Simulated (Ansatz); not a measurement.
Zn₂₅O₂₄ (cell charge +1, with a compensating background) (cell with a defect), 49 atoms, a = 8.43 Å, b = 8.43 Å, c = 8.43 Å, α = 84.74°, β = 84.74°, γ = 84.74°.

Spin-polarised.

Method: DFT PBE, scalar-relativistic, plane waves, PAW (Ansatz).

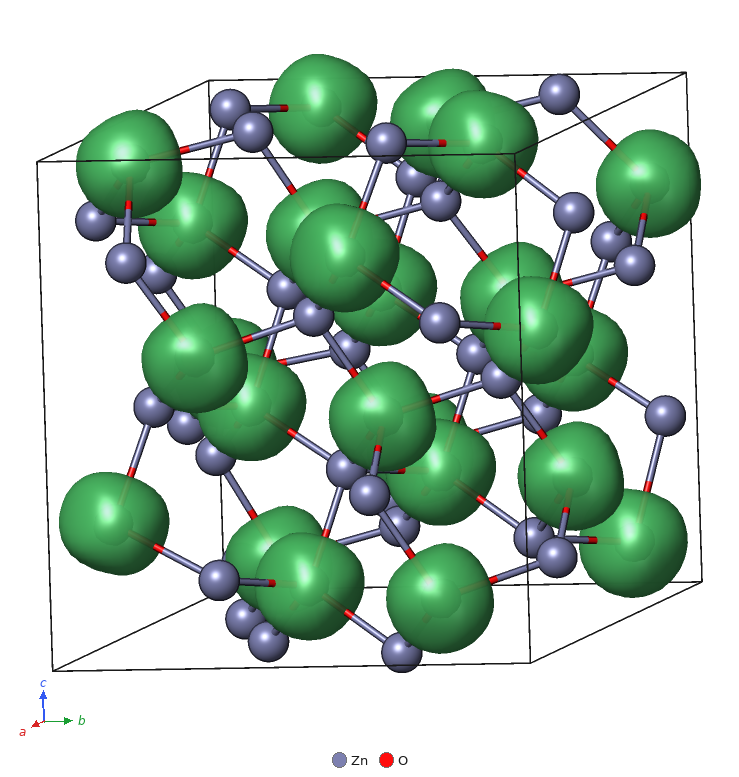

Zn₂₅O₂₄ (cell charge +1, with a compensating background) (cell with a defect). Isosurface of the ELF at 0.65 (green), seen slightly off an axis. Only the valence region is drawn (cores and ρ < 0.01 e/Å³ removed). Sticks mark near contacts.

Where are the electrons localised?

Answer. At this value the surface marks out 24 regions wrapped around O (the valence shell of each), counted in one cell of 49 atoms. Any copies at cell faces, edges or corners count once.

Values along the shortest contacts:
Zn–O (1.89 Å): the ELF peaks at about 0.80 in the valence shell of O, 0.6 Å from its nucleus, and is about 0.30 at the midpoint. Zn–O (1.94 Å): the ELF peaks at about 0.85 in the valence shell of O, 0.6 Å from its nucleus, and is about 0.25 at the midpoint: no localised pair shows between them.

Does the calculation make it a metal, or give it a gap?

Answer. It is metallic or semimetallic at this level of theory: no gap opens.
